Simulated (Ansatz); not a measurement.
WS₂

Input file:

```
crystal:
  lattice:
    - [1.5988630831, 0.9231040314, 6.0897309202]
    - [-1.5988630831, 0.9231040314, 6.0897309202]
    - [0.0, -1.8462080628, 6.0897309202]
  atoms:
    - { symbol: W, position: [0.0, 0.0, 0.0] }
    - { symbol: S, position: [0.2477857051, 0.2477857051, 0.2477857051] }
    - { symbol: S, position: [0.7522142949, 0.7522142949, 0.7522142949] }
kpoints:
  mp_grid: { grid: [10, 10, 10] }
  band_path:
    path:
      - [0.0, 0.0, 0.0]
      - [0.5, 0.5, 0.5]
      - [0.8180149184, 0.1819850816, 0.5]
      - [0.5, -0.1819850816, 0.1819850816]
      - [0.5, 0.0, 0.0]
      - [0.3409925408, -0.3409925408, 0.0]
      - [0.6590074592, 0.0, 0.3409925408]
      - [0.5, 0.0, 0.5]
    npoints: 1
hamiltonian:
  xc: r2scan
  dispersion: rvv10
scf:
  occupations: { method: fermi_dirac, width: 0.03 }
  n_extra_bands: 4
output:
  forces: true
  stress: true
  eigenvalues: true
  write_density: true
  write_potential: true
  elf: true
  volumetric_format: npy
```

Command:

```sh
ansatz run input.yaml --threads 2 --pin off --max-ram 2211MiB --backend cpu --events-out ev --progress --plain --runs-dir out
```

Below, planes, directions and counts refer to the conventional cell (a = 3.20 Å, b = 3.20 Å, c = 18.27 Å, α = 90.00°, β = 90.00°, γ = 120.00°).

Space group R-3m; started from the CdCl2 (3R octahedral) bulk prototype, which need not be the ambient phase.

Level of theory: DFT, r2SCAN+rVV10, plane waves, PAW in Ansatz.

> What will maps of the valence pseudo-density and electron localisation function show?

W–S (2.42 Å): ρ at the midpoint is about 0.59 e/Å³; the ELF peaks at about 0.85 in the valence shell of S, 0.8 Å from its nucleus, and is about 0.40 at the midpoint.

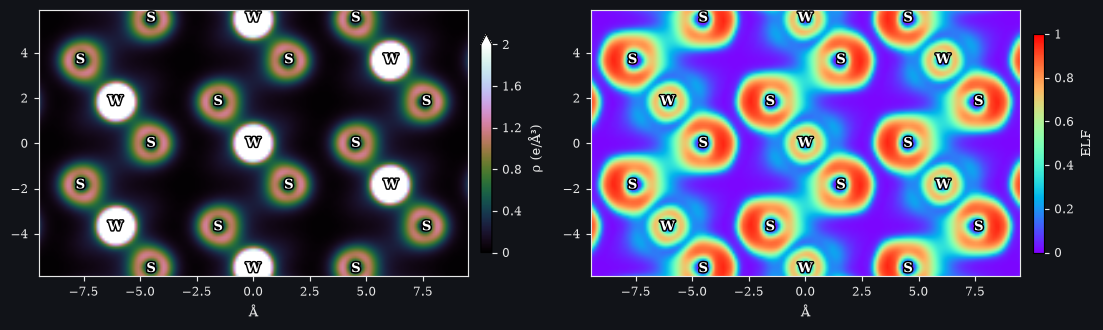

Computed valence pseudo-density and electron localisation function on the (110) plane of the conventional cell, in this order. 
